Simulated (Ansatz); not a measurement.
## Run report: Sn$_{2}$Ge, geometry relaxation (part 1 of 3)

System: Sn$_{2}$Ge (6 atoms in the cell).
Method: DFT PBEsol, scalar-relativistic, plane waves, PAW, no spin polarisation (Ansatz 0.2.0).

The structure was made by swapping elements on the sites of another compound; it need not be a known phase. It belongs to a series of runs on one base structure; here: Ni -> Sn on all its sites, cell and atoms relaxed. Figures and captions count atoms from 1; the log counts them from 0 in places.

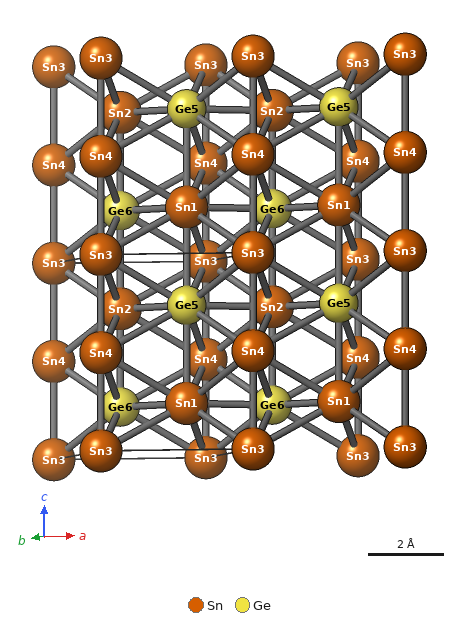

**Figure 1.** The input geometry (ball-and-stick view of the cell of the calculation, repeated 2 × 1 × 2, seen at an oblique angle; atoms are numbered from 1 in the order of the input). An atom can appear more than once, as a periodic image. Near neighbours in the periodic cell (some may lie outside the picture): Sn has 5 Ge at 2.42 to 2.64 Å and 6 Sn at 2.75 Å; Sn has 6 Ge at 2.75 Å and 8 Sn at 2.64 to 2.75 Å; Ge has 11 Sn at 2.42 to 2.75 Å.

### The input
```yaml
crystal:
  lattice:
    - [4.1857290132, 0.0, 0.0]
    - [-2.0928645066, 3.6249476588, 0.0]
    - [0.0, 0.0, 5.283909964]
  atoms:
    - { symbol: Sn, position: [0.6666666667, 0.3333333333, 0.25] }
    - { symbol: Sn, position: [0.3333333333, 0.6666666667, 0.75] }
    - { symbol: Sn, position: [0.0, 0.0, 0.0] }
    - { symbol: Sn, position: [0.0, 0.0, 0.5] }
    - { symbol: Ge, position: [0.6666666667, 0.3333333333, 0.75] }
    - { symbol: Ge, position: [0.3333333333, 0.6666666667, 0.25] }
basis:
  ecutwfc: 420
kpoints:
  mp_grid: { grid: [6, 6, 4] }
hamiltonian:
  xc: pbesol
scf:
  occupations: { method: gaussian, width: 0.1 }
output:
  forces: true
  stress: true
  eigenvalues: true
relax:
  adjacent_minimum: "off"
  f_tol: 0.05
  max_steps: 60
  cell: { stress_tol: 0.5 }
```

Machine: 1 thread of Intel Xeon @ 2.70GHz, 189 GiB of memory available, shared host.

Launched with:
```bash
ansatz run input.yaml --threads 1 --pin off --max-ram 2560MiB --backend cpu --events-out ev --progress --plain --runs-dir out
```

### What the program printed
```
Engine: ansatz 0.2.0, x86_64-unknown-linux-gnu
Pseudopotentials: kind: paw
Pseudopotential: Sn, paw, valence charge 14, recommended cutoff 420 eV (normal), Sn.paw.azcp
Pseudopotential: Ge, paw, valence charge 14, recommended cutoff 420 eV (normal), Ge.paw.azcp
Functional definition: PBEsol
  exchange = pbesol_x
  correlation = pbesol_c
Crystal: 6 atoms, lattice volume = 80.173 Å³
Basis set: ecut = 420 eV, 1547 PW (Γ), exchange–correlation on 60×60×72 points (8 copies of the dense FFT grid, shifted against one another)
Bands: 51, of which v1, the nominal top of the filled ones, is band 42 counted from 1 (41 counted from 0)
Symmetry: 24 space group operations
Space group: P63/mmc (ITA 194), of the structure as read, at distance tolerance 4.3e-5 Å
k-points: 21 of 144
Non-local potential: Sn, projectors of the file, l = 0: 2, l = 1: 2, l = 2: 2, l = 3: 2
Non-local potential: Ge, projectors of the file, l = 0: 2, l = 1: 2, l = 2: 3, l = 3: 1
PAW form: soft (Blöchl's): semilocal exchange-correlation on the pseudo side does not see the compensation charge
PAW frozen core: Sn, regenerated for the run's functional, and the local potential with it (the file was generated under x = pbe(κ = 0.804, μ = 0.2195149727645171), c = pbe(β = 0.06672455060314922))
PAW frozen core: Ge, regenerated for the run's functional, and the local potential with it (the file was generated under x = pbe(κ = 0.804, μ = 0.2195149727645171), c = pbe(β = 0.06672455060314922))
PAW one-centre angular grid: Sn, 590 points (default); XC on 64 Gauss nodes
PAW one-centre angular grid: Ge, 590 points (default); XC on 64 Gauss nodes
Initial density: superposition of atomic densities (neutral atoms: chi_scale 0, normalization atom), corrected by the library's trained network
Initial wavefunctions: pseudopotential atomic-orbital guess
Functional: x = pbesol(κ = 0.804, μ = 0.12345679012345678), c = pbesol(β = 0.046)
SCF iter   1: F=—  HF=-32290.436357 eV  |F-HF|=—  |Δ(HF+E_count)|=         —  Δρ=1.01e-2  dr2=6.51e-2  ethr=1.77e-3  ⟨swp⟩=8.8  Hψ=5128  notcnv=0  defer=3
preconditioner: auto → Kerker (q_TF=auto, 2.750 Å⁻¹)  [metal: Δε(μ)=0.087 eV  Ē_g=22.759 eV  σ=0.100 eV  W_gap=0.46  n_scr=22 (ndim 8)  ℏωp=38.0 eV  f_vac=0.000  D(μ)=3.90/eV (n_scr^D=34)]
SCF iter   2: F=—  HF=-32290.412444 eV  |F-HF|=—  |Δ(HF+E_count)|=   2.39e-2  Δρ=5.07e-3  dr2=1.82e-2  ethr=7.75e-5  ⟨swp⟩=2.7  Hψ=2141  notcnv=0  defer=13
SCF iter   3: F=—  HF=-32290.404982 eV  |F-HF|=—  |Δ(HF+E_count)|=   7.46e-3  Δρ=1.68e-3  dr2=2.64e-3  ethr=2.17e-5  ⟨swp⟩=2.8  Hψ=2067  notcnv=0  defer=13
SCF iter   4: F=—  HF=-32290.403830 eV  |F-HF|=—  |Δ(HF+E_count)|=   1.15e-3  Δρ=4.36e-4  dr2=1.62e-4  ethr=3.15e-6  ⟨swp⟩=2.0  Hψ=1895  notcnv=0  defer=13
SCF iter   5: F=—  HF=-32290.403790 eV  |F-HF|=—  |Δ(HF+E_count)|=   3.94e-5  Δρ=1.21e-4  dr2=8.43e-6  ethr=1.93e-7  ⟨swp⟩=2.0  Hψ=1897  notcnv=0  defer=13
SCF iter   6: F=—  HF=-32290.403814 eV  |F-HF|=—  |Δ(HF+E_count)|=   2.39e-5  Δρ=1.66e-5  dr2=2.17e-7  ethr=1.00e-8  ⟨swp⟩=2.0  Hψ=1898  notcnv=0  defer=13
SCF iter   7: F=-32290.403814 eV  HF=-32290.403814 eV  |F-HF|=1.03e-8  |Δ(HF+E_count)|=   6.88e-8  Δρ=4.15e-6  dr2=1.22e-8  ethr=1.19e-10  ⟨swp⟩=11.0  Hψ=4554  notcnv=0
SCF 1 converged in 7 iterations: F = -32290.403814 eV  dr2 = 1.22e-8
  greatest PAW one-centre occupation: 0.999 electrons in one spin orbital (limit 2), on the Ge atom at site 5 (counted from 0), in its partial waves of l = 2
relax step   1: F+E_penalty+E_count = -32290.40381397 eV  Δ(F+E_penalty+E_count) = +0.000e0 eV  max|allowed force component| = 4.549e-17 eV/Å  Δτ_max = 0.0000 Å  P = +133.624 GPa  Ω = 80.173 Å³  (7 SCF iters, dr2 threshold 1.00e-7 eV, accepted)
Crystal: 6 atoms, lattice volume = 91.994 Å³
Basis set: ecut = 420 eV, 1825 PW (Γ), exchange–correlation on 60×60×72 points (8 copies of the dense FFT grid, shifted against one another)
Initial density: handed on by an earlier stage of this run
Initial wavefunctions: those handed on with the density
iter 1 solved again at ethr=6.59e-5 eV; its pass at ethr=3.10e-3 eV (dr2=5.54e-2 eV) is discarded
SCF iter   1: F=—  HF=-32297.851073 eV  |F-HF|=—  |Δ(HF+E_count)|=         —  Δρ=7.06e-3  dr2=5.58e-2  ethr=6.59e-5  ⟨swp⟩=1.2  Hψ=6212  notcnv=0
preconditioner: auto → Kerker (q_TF=auto, 2.687 Å⁻¹)  [metal: Δε(μ)=0.037 eV  Ē_g=22.162 eV  σ=0.100 eV  W_gap=0.20  n_scr=22 (ndim 8)  ℏωp=35.5 eV  f_vac=0.000  D(μ)=3.74/eV (n_scr^D=22)]
SCF iter   2: F=—  HF=-32297.842584 eV  |F-HF|=—  |Δ(HF+E_count)|=   8.49e-3  Δρ=4.63e-3  dr2=2.39e-2  ethr=6.59e-5  ⟨swp⟩=1.0  Hψ=1071  notcnv=0
SCF iter   3: F=—  HF=-32297.835057 eV  |F-HF|=—  |Δ(HF+E_count)|=   7.53e-3  Δρ=9.64e-4  dr2=6.03e-4  ethr=2.84e-5  ⟨swp⟩=2.0  Hψ=1963  notcnv=0
SCF iter   4: F=—  HF=-32297.834547 eV  |F-HF|=—  |Δ(HF+E_count)|=   5.10e-4  Δρ=2.82e-4  dr2=4.61e-5  ethr=7.18e-7  ⟨swp⟩=2.0  Hψ=1963  notcnv=0
SCF iter   5: F=—  HF=-32297.834554 eV  |F-HF|=—  |Δ(HF+E_count)|=   7.25e-6  Δρ=7.17e-5  dr2=3.94e-6  ethr=5.49e-8  ⟨swp⟩=2.0  Hψ=1959  notcnv=0
SCF iter   6: F=-32297.834554 eV  HF=-32297.834554 eV  |F-HF|=1.28e-7  |Δ(HF+E_count)|=   3.62e-8  Δρ=1.59e-5  dr2=2.42e-7  ethr=7.14e-10  ⟨swp⟩=7.7  Hψ=4708  notcnv=0
SCF 2 converged in 6 iterations: F = -32297.834554 eV  dr2 = 2.42e-7
  greatest PAW one-centre occupation: 0.998 electrons in one spin orbital (limit 2), on the Ge atom at site 5 (counted from 0), in its partial waves of l = 2
relax step   2: F+E_penalty+E_count = -32297.83455417 eV  Δ(F+E_penalty+E_count) = -7.431e0 eV  max|allowed force component| = 3.701e-17 eV/Å  Δτ_max = 0.0000 Å  P = +73.244 GPa  Ω = 91.994 Å³  energy of the carried Pulay correction = -1.686e-2 eV  (6 SCF iters, dr2 threshold 6.00e-7 eV, accepted)
Crystal: 6 atoms, lattice volume = 103.997 Å³
Basis set: ecut = 420 eV, 2041 PW (Γ), exchange–correlation on 60×60×72 points (8 copies of the dense FFT grid, shifted against one another)
iter 1 solved again at ethr=3.71e-5 eV; its pass at ethr=3.10e-3 eV (dr2=3.12e-2 eV) is discarded
SCF iter   1: F=—  HF=-32302.013240 eV  |F-HF|=—  |Δ(HF+E_count)|=         —  Δρ=5.04e-3  dr2=3.14e-2  ethr=3.71e-5  ⟨swp⟩=1.5  Hψ=6115  notcnv=0
preconditioner: auto → Resta (q_TF=auto, 2.633 Å⁻¹)  ε∞=3.4  [insulator: Δε(μ)=0.180 eV  Ē_g=21.491 eV  σ=0.100 eV  W_gap=0.51  n_scr=22 (ndim 8)  ℏωp=33.4 eV  f_vac=0.000  D(μ)=1.39/eV (n_scr^D=2)  ε∞_Penn≈3.4]
SCF iter   2: F=—  HF=-32302.006751 eV  |F-HF|=—  |Δ(HF+E_count)|=   6.49e-3  Δρ=2.85e-3  dr2=7.75e-3  ethr=3.71e-5  ⟨swp⟩=2.0  Hψ=1444  notcnv=0
preconditioner: auto → Kerker (q_TF=auto, 2.633 Å⁻¹)  [metal: Δε(μ)=0.058 eV  Ē_g=21.463 eV  σ=0.100 eV  W_gap=0.30  n_scr=22 (ndim 8)  ℏωp=33.4 eV  f_vac=0.000  D(μ)=1.33/eV (n_scr^D=2)]
SCF iter   3: F=—  HF=-32302.004936 eV  |F-HF|=—  |Δ(HF+E_count)|=   1.82e-3  Δρ=5.95e-4  dr2=2.17e-4  ethr=9.23e-6  ⟨swp⟩=2.5  Hψ=1952  notcnv=0
SCF iter   4: F=—  HF=-32302.004825 eV  |F-HF|=—  |Δ(HF+E_count)|=   1.11e-4  Δρ=2.22e-4  dr2=7.00e-5  ethr=2.58e-7  ⟨swp⟩=2.0  Hψ=1962  notcnv=0
SCF iter   5: F=—  HF=-32302.004803 eV  |F-HF|=—  |Δ(HF+E_count)|=   2.22e-5  Δρ=7.52e-5  dr2=8.05e-6  ethr=8.33e-8  ⟨swp⟩=2.0  Hψ=1947  notcnv=0
SCF iter   6: F=-32302.004800 eV  HF=-32302.004800 eV  |F-HF|=1.00e-7  |Δ(HF+E_count)|=   2.71e-6  Δρ=1.17e-5  dr2=1.71e-7  ethr=7.14e-10  ⟨swp⟩=5.2  Hψ=4657  notcnv=0
SCF 3 converged in 6 iterations: F = -32302.004800 eV  dr2 = 1.71e-7
relax step   3: F+E_penalty+E_count = -32302.00479987 eV  Δ(F+E_penalty+E_count) = -4.170e0 eV  max|allowed force component| = 3.084e-17 eV/Å  Δτ_max = 0.0000 Å  P = +38.969 GPa  Ω = 103.997 Å³  energy of the carried Pulay correction = -3.166e-2 eV  (6 SCF iters, dr2 threshold 6.00e-7 eV, accepted)
Crystal: 6 atoms, lattice volume = 117.321 Å³
Basis set: ecut = 420 eV, 2263 PW (Γ), exchange–correlation on 60×60×72 points (8 copies of the dense FFT grid, shifted against one another)
iter 1 solved again at ethr=2.74e-5 eV; its pass at ethr=3.10e-3 eV (dr2=2.30e-2 eV) is discarded
SCF iter   1: F=—  HF=-32304.263168 eV  |F-HF|=—  |Δ(HF+E_count)|=         —  Δρ=4.00e-3  dr2=2.35e-2  ethr=2.74e-5  ⟨swp⟩=2.0  Hψ=6231  notcnv=0
preconditioner: auto → Resta (q_TF=auto, 2.581 Å⁻¹)  ε∞=3.3  [insulator: Δε(μ)=0.112 eV  Ē_g=20.934 eV  σ=0.100 eV  W_gap=0.51  n_scr=22 (ndim 8)  ℏωp=31.4 eV  f_vac=0.000  D(μ)=1.17/eV (n_scr^D=2)  ε∞_Penn≈3.3]
SCF iter   2: F=—  HF=-32304.257359 eV  |F-HF|=—  |Δ(HF+E_count)|=   5.81e-3  Δρ=2.28e-3  dr2=5.21e-3  ethr=2.74e-5  ⟨swp⟩=2.0  Hψ=1909  notcnv=0
SCF iter   3: F=—  HF=-32304.256141 eV  |F-HF|=—  |Δ(HF+E_count)|=   1.22e-3  Δρ=6.04e-4  dr2=3.05e-4  ethr=6.20e-6  ⟨swp⟩=2.1  Hψ=1957  notcnv=0
SCF iter   4: F=—  HF=-32304.256109 eV  |F-HF|=—  |Δ(HF+E_count)|=   3.22e-5  Δρ=1.32e-4  dr2=1.91e-5  ethr=3.63e-7  ⟨swp⟩=2.0  Hψ=1962  notcnv=0
SCF iter   5: F=-32304.256105 eV  HF=-32304.256105 eV  |F-HF|=7.66e-8  |Δ(HF+E_count)|=   3.83e-6  Δρ=2.50e-5  dr2=4.06e-7  ethr=7.14e-10  ⟨swp⟩=6.1  Hψ=5830  notcnv=0
SCF 4 converged in 5 iterations: F = -32304.256105 eV  dr2 = 4.06e-7
relax step   4: F+E_penalty+E_count = -32304.25610488 eV  Δ(F+E_penalty+E_count) = -2.251e0 eV  max|allowed force component| = 3.045e-17 eV/Å  Δτ_max = 0.0000 Å  P = +16.349 GPa  Ω = 117.321 Å³  energy of the carried Pulay correction = -4.600e-2 eV  (5 SCF iters, dr2 threshold 6.00e-7 eV, accepted)
Crystal: 6 atoms, lattice volume = 132.133 Å³
Basis set: ecut = 420 eV, 2571 PW (Γ), exchange–correlation on 60×60×72 points (8 copies of the dense FFT grid, shifted against one another)
iter 1 solved again at ethr=2.24e-5 eV; its pass at ethr=3.10e-3 eV (dr2=1.88e-2 eV) is discarded
SCF iter   1: F=—  HF=-32304.960244 eV  |F-HF|=—  |Δ(HF+E_count)|=         —  Δρ=3.60e-3  dr2=1.91e-2  ethr=2.24e-5  ⟨swp⟩=2.0  Hψ=6287  notcnv=0
preconditioner: auto → Resta (q_TF=auto, 2.530 Å⁻¹)  ε∞=3.1  [insulator: Δε(μ)=0.126 eV  Ē_g=20.480 eV  σ=0.100 eV  W_gap=0.62  n_scr=40 (ndim 8)  ℏωp=29.6 eV  f_vac=0.000  D(μ)=1.07/eV (n_scr^D=2)  ε∞_Penn≈3.1]
SCF iter   2: F=—  HF=-32304.952616 eV  |F-HF|=—  |Δ(HF+E_count)|=   7.63e-3  Δρ=2.12e-3  dr2=4.49e-3  ethr=2.24e-5  ⟨swp⟩=2.0  Hψ=1958  notcnv=0
SCF iter   3: F=—  HF=-32304.951516 eV  |F-HF|=—  |Δ(HF+E_count)|=   1.10e-3  Δρ=7.32e-4  dr2=5.45e-4  ethr=5.35e-6  ⟨swp⟩=2.0  Hψ=1960  notcnv=0
SCF iter   4: F=—  HF=-32304.951435 eV  |F-HF|=—  |Δ(HF+E_count)|=   8.15e-5  Δρ=8.72e-5  dr2=9.51e-6  ethr=6.49e-7  ⟨swp⟩=2.0  Hψ=1956  notcnv=0
SCF iter   5: F=-32304.951435 eV  HF=-32304.951435 eV  |F-HF|=7.34e-8  |Δ(HF+E_count)|=   2.63e-7  Δρ=1.58e-5  dr2=1.78e-7  ethr=7.14e-10  ⟨swp⟩=5.5  Hψ=5161  notcnv=0
SCF 5 converged in 5 iterations: F = -32304.951435 eV  dr2 = 1.78e-7
relax step   5: F+E_penalty+E_count = -32304.95143485 eV  Δ(F+E_penalty+E_count) = -6.953e-1 eV  max|allowed force component| = 1.908e-17 eV/Å  Δτ_max = 0.0000 Å  P = +0.183 GPa  Ω = 132.133 Å³  energy of the carried Pulay correction = -6.016e-2 eV  (5 SCF iters, dr2 threshold 6.00e-7 eV, accepted)
Crystal: 6 atoms, lattice volume = 132.168 Å³
iter 1 solved again at ethr=2.90e-7 eV; its pass at ethr=3.10e-3 eV (dr2=2.43e-4 eV) is discarded
SCF iter   1: F=—  HF=-32304.963279 eV  |F-HF|=—  |Δ(HF+E_count)|=         —  Δρ=3.62e-4  dr2=2.34e-4  ethr=2.90e-7  ⟨swp⟩=3.0  Hψ=5794  notcnv=0
preconditioner: auto → Resta (q_TF=auto, 2.530 Å⁻¹)  ε∞=3.1  [insulator: Δε(μ)=0.135 eV  Ē_g=20.468 eV  σ=0.100 eV  W_gap=0.66  n_scr=40 (ndim 8)  ℏωp=29.6 eV  f_vac=0.000  D(μ)=0.93/eV (n_scr^D=2)  ε∞_Penn≈3.1]
SCF iter   2: F=—  HF=-32304.963383 eV  |F-HF|=—  |Δ(HF+E_count)|=   1.04e-4  Δρ=2.08e-4  dr2=7.42e-5  ethr=2.79e-7  ⟨swp⟩=1.0  Hψ=1071  notcnv=0
SCF iter   3: F=—  HF=-32304.963360 eV  |F-HF|=—  |Δ(HF+E_count)|=   2.28e-5  Δρ=3.16e-5  dr2=7.38e-7  ethr=8.84e-8  ⟨swp⟩=2.0  Hψ=1330  notcnv=0
SCF iter   4: F=-32304.963359 eV  HF=-32304.963359 eV  |F-HF|=7.42e-8  |Δ(HF+E_count)|=   1.12e-6  Δρ=8.97e-6  dr2=1.24e-7  ethr=7.14e-10  ⟨swp⟩=7.5  Hψ=4696  notcnv=0
SCF 6 converged in 4 iterations: F = -32304.963359 eV  dr2 = 1.24e-7
relax step   6: F+E_penalty+E_count = -32304.96335865 eV  Δ(F+E_penalty+E_count) = -1.192e-2 eV  max|allowed force component| = 6.505e-17 eV/Å  Δτ_max = 0.0000 Å  P = +0.023 GPa  Ω = 132.168 Å³  energy of the carried Pulay correction = -6.004e-2 eV  (4 SCF iters, dr2 threshold 6.00e-7 eV, accepted)
Crystal: 6 atoms, lattice volume = 132.134 Å³
Basis set: ecut = 420 eV, 2607 PW (Γ), exchange–correlation on 60×60×72 points (8 copies of the dense FFT grid, shifted against one another)
iter 1 solved again at ethr=2.98e-8 eV; its pass at ethr=3.10e-3 eV (dr2=2.50e-5 eV) is discarded
SCF iter   1: F=—  HF=-32304.964690 eV  |F-HF|=—  |Δ(HF+E_count)|=         —  Δρ=1.62e-4  dr2=4.42e-5  ethr=2.98e-8  ⟨swp⟩=3.0  Hψ=5687  notcnv=0
preconditioner: auto → Resta (q_TF=auto, 2.530 Å⁻¹)  ε∞=3.1  [insulator: Δε(μ)=0.118 eV  Ē_g=20.469 eV  σ=0.100 eV  W_gap=0.60  n_scr=40 (ndim 8)  ℏωp=29.6 eV  f_vac=0.000  D(μ)=0.94/eV (n_scr^D=2)  ε∞_Penn≈3.1]
SCF iter   2: F=—  HF=-32304.964852 eV  |F-HF|=—  |Δ(HF+E_count)|=   1.62e-4  Δρ=9.38e-5  dr2=1.46e-5  ethr=2.98e-8  ⟨swp⟩=1.1  Hψ=1074  notcnv=0
SCF iter   3: F=-32304.964847 eV  HF=-32304.964848 eV  |F-HF|=2.01e-7  |Δ(HF+E_count)|=   4.53e-6  Δρ=9.72e-6  dr2=7.11e-8  ethr=7.14e-10  ⟨swp⟩=5.4  Hψ=4798  notcnv=0
SCF 7 converged in 3 iterations: F = -32304.964847 eV  dr2 = 7.11e-8
relax step   7: F+E_penalty+E_count = -32304.96484735 eV  Δ(F+E_penalty+E_count) = -1.489e-3 eV  max|allowed force component| = 2.197e-17 eV/Å  Δτ_max = 0.0000 Å  P = -0.004 GPa  Ω = 132.134 Å³  energy of the carried Pulay correction = -5.994e-2 eV  (3 SCF iters, dr2 threshold 6.00e-7 eV, accepted)
Basis set: ecut = 420 eV, 2607 PW (Γ), exchange–correlation on 72×72×90 points (8 copies of the dense FFT grid, shifted against one another)
Initial wavefunctions: pseudopotential atomic-orbital guess (no wavefunctions were taken with the density)
iter 1 solved again at ethr=5.29e-6 eV; its pass at ethr=3.10e-3 eV (dr2=4.44e-3 eV) is discarded
SCF iter   1: F=—  HF=-32305.314603 eV  |F-HF|=—  |Δ(HF+E_count)|=         —  Δρ=8.09e-3  dr2=3.23e-3  ethr=5.29e-6  ⟨swp⟩=2.0  Hψ=6012  notcnv=0
preconditioner: auto → Resta (q_TF=auto, 2.530 Å⁻¹)  ε∞=3.1  [insulator: Δε(μ)=0.120 eV  Ē_g=20.469 eV  σ=0.100 eV  W_gap=0.60  n_scr=40 (ndim 8)  ℏωp=29.6 eV  f_vac=0.000  D(μ)=0.94/eV (n_scr^D=2)  ε∞_Penn≈3.1]
SCF iter   2: F=—  HF=-32305.359703 eV  |F-HF|=—  |Δ(HF+E_count)|=   4.51e-2  Δρ=4.33e-3  dr2=2.41e-3  ethr=3.84e-6  ⟨swp⟩=2.0  Hψ=1962  notcnv=0
SCF iter   3: F=—  HF=-32305.373713 eV  |F-HF|=—  |Δ(HF+E_count)|=   1.40e-2  Δρ=1.77e-3  dr2=3.47e-4  ethr=2.87e-6  ⟨swp⟩=2.0  Hψ=1680  notcnv=0
SCF iter   4: F=—  HF=-32305.376396 eV  |F-HF|=—  |Δ(HF+E_count)|=   2.68e-3  Δρ=9.28e-5  dr2=6.86e-6  ethr=4.13e-7  ⟨swp⟩=2.2  Hψ=1346  notcnv=0
SCF iter   5: F=—  HF=-32305.376391 eV  |F-HF|=—  |Δ(HF+E_count)|=   4.86e-6  Δρ=3.03e-5  dr2=4.96e-7  ethr=8.17e-9  ⟨swp⟩=2.2  Hψ=1962  notcnv=0
SCF iter   6: F=—  HF=-32305.376392 eV  |F-HF|=—  |Δ(HF+E_count)|=   8.51e-7  Δρ=5.27e-6  dr2=8.62e-9  ethr=5.91e-10  ⟨swp⟩=2.0  Hψ=1957  notcnv=0
SCF iter   7: F=-32305.376392 eV  HF=-32305.376392 eV  |F-HF|=9.82e-11  |Δ(HF+E_count)|=   1.71e-8  Δρ=4.93e-7  dr2=1.00e-10  ethr=7.14e-12  ⟨swp⟩=4.6  Hψ=3290  notcnv=0
SCF 8 converged in 7 iterations: F = -32305.376392 eV  dr2 = 1.00e-10
relax step   8: F+E_penalty+E_count = -32305.37639161 eV  Δ(F+E_penalty+E_count) = -4.115e-1 eV  max|allowed force component| = 2.352e-17 eV/Å  Δτ_max = 0.0000 Å  P = +4.863 GPa  Ω = 132.134 Å³  stress off target by 5.57e0 GPa  SCF on the basis re-selected at this cell (its energy is not comparable with the rows above)  (7 SCF iters)
basis re-selected at this cell: Δ(F+E_penalty+E_count) = -4.115e-1 eV, ΔP = +4.867 GPa vs the last step (what re-selecting the basis moved, of the pressure what is left beyond the Pulay correction that the steps carried, after the strain that the cell walked since its last selection, with what the two solves' SCF thresholds leave and, on support functions, any second-order correction that the steps lacked; it is no measure of the basis error at this ecutwfc). The dense FFT grid was sized anew with the basis: this SCF ran on 36×36×45 points, the steps before it on 30×30×36, so part of this shift can come from that change (see relax.cell in the input reference). This SCF's stress stands 5.57e0 GPa from its target on what of the cell is left free (relax.cell.stress_tol is 5.00e-1 GPa) and its largest allowed force component is 2.35e-17 eV/Å (relax.f_tol is 5.00e-2 eV/Å): not within both, so this SCF does not close the relaxation
Crystal: 6 atoms, lattice volume = 139.036 Å³
Basis set: ecut = 420 eV, 2739 PW (Γ), exchange–correlation on 72×72×90 points (8 copies of the dense FFT grid, shifted against one another)
iter 1 solved again at ethr=2.43e-6 eV; its pass at ethr=3.10e-3 eV (dr2=2.04e-3 eV) is discarded
```
